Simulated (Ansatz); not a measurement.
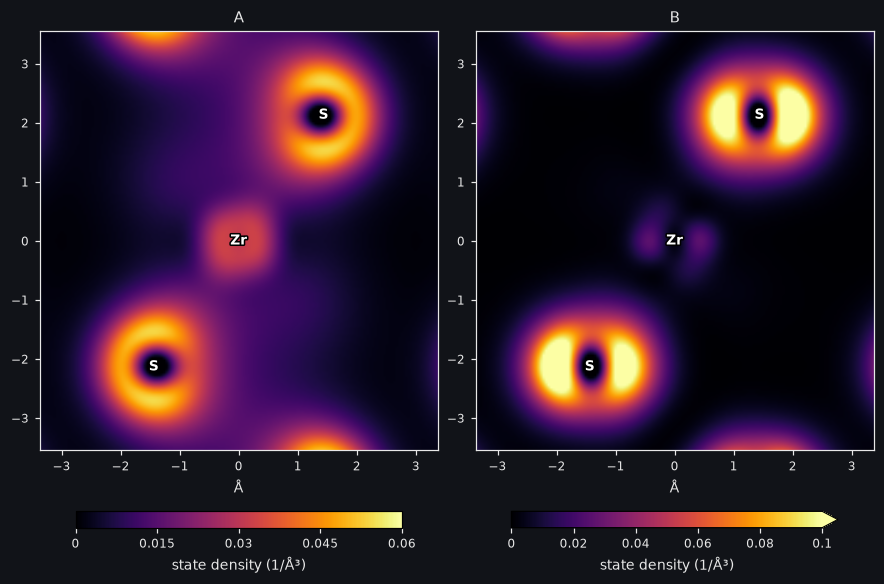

ZrS2: densities of the states in two energy windows, on the (110) plane of the conventional cell.

Space group P-3m1. The cell comes from a database of computed structures, not from a measurement.

All numbers below come from Ansatz 0.2.0, DFT PBE, scalar-relativistic, plane waves, PAW.

Core electrons are frozen (PAW), so the fields are smoothed inside the atomic spheres.

Q: The windows, about the valence-band maximum, are −4.3 to −2.9 eV and −0.6 to 0.0 eV. Which panel shows which?

A: Panel A: −4.3 to −2.9 eV, the lower third of the upper valence band, mainly S 3p (70 %) and Zr 4d (25 %).
Panel B: −0.6 to 0.0 eV, the top of the valence band, mainly S 3p (95 %).
The characters are Löwdin shares on a minimal set of atomic orbitals.
